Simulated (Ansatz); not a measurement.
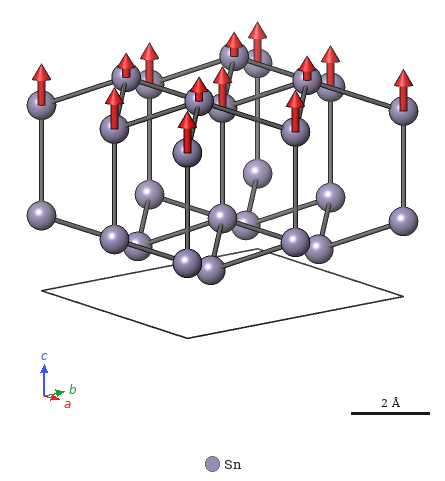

A constrained relaxation of a slab of composition Sn (cut from the Fd-3m phase). The starting structure is drawn; red arrows show the displacements, 10 times their true length.

The picture is a ball-and-stick view of the cell of the calculation, outlined in the plane, without the vacuum, seen slightly off an axis.

Case: clean slab, lower planes held. The slab is the (1 1 1) face of Sn. 8 atoms are held fixed.

These are results of Ansatz 0.2.0, DFT PBE, scalar-relativistic, plane waves, PAW, not measurements.

Input
```yaml
crystal:
  lattice:
    - [9.4134234577, 0.0, 0.0]
    - [-4.7067117288, 8.1522638509, 0.0]
    - [0.0, 0.0, 20.8037675425]
  atoms:
    - { symbol: Sn, position: [0.6666666667, 0.3333333333, 0.3845457311] }
    - { symbol: Sn, position: [0.6666666667, 0.8333333333, 0.3845457311] }
    - { symbol: Sn, position: [0.1666666667, 0.3333333333, 0.3845457311] }
    - { symbol: Sn, position: [0.1666666667, 0.8333333333, 0.3845457311] }
    - { symbol: Sn, position: [0.5, 0.5, 0.4307274387] }
    - { symbol: Sn, position: [0.5, 0.0, 0.4307274387] }
    - { symbol: Sn, position: [0.0, 0.5, 0.4307274387] }
    - { symbol: Sn, position: [0.0, 0.0, 0.4307274387] }
    - { symbol: Sn, position: [0.0, 0.5, 0.5692725613] }
    - { symbol: Sn, position: [0.0, 0.0, 0.5692725613] }
    - { symbol: Sn, position: [0.5, 0.5, 0.5692725613] }
    - { symbol: Sn, position: [0.5, 0.0, 0.5692725613] }
    - { symbol: Sn, position: [0.8333333333, 0.6666666667, 0.6154542689] }
    - { symbol: Sn, position: [0.8333333333, 0.1666666667, 0.6154542689] }
    - { symbol: Sn, position: [0.3333333333, 0.6666666667, 0.6154542689] }
    - { symbol: Sn, position: [0.3333333333, 0.1666666667, 0.6154542689] }
basis:
  ecutwfc: 420
kpoints:
  mp_grid: { grid: [3, 3, 1] }
hamiltonian:
  xc: pbe
scf:
  occupations: { method: gaussian, width: 0.1 }
output:
  forces: true
  eigenvalues: true
  write_density: true
  write_potential: true
  elf: true
  volumetric_format: npy
relax:
  adjacent_minimum: "off"
  f_tol: 0.03
  max_steps: 70
  constraints: [{ sites: [0, 1, 2, 3, 4, 5, 6, 7] }]
efield:
  axis: 3
  dipole_correction: true
  ramp_width: 0.04
```

Run as
```bash
ansatz run input.yaml --threads 4 --pin off --max-ram 10240MiB --backend cpu --events-out ev --progress --plain --runs-dir out
```

What did the optimiser do to the structure, and how much energy did it gain?

Answer. After 2 geometry steps the energy has fallen by 68.2 meV per cell of the calculation. Largest force component: 0.38 eV/Å at the start, 0.016 eV/Å at the end. The largest moves, 0.11 Å, are those of Sn9, Sn10, Sn11 and Sn12. Sn9 goes along the normal (+c). The cell stays as it was. Some distances before and after: Sn5–Sn11 2.882 → 2.993 Å, Sn10–Sn13 2.882 → 2.867 Å.
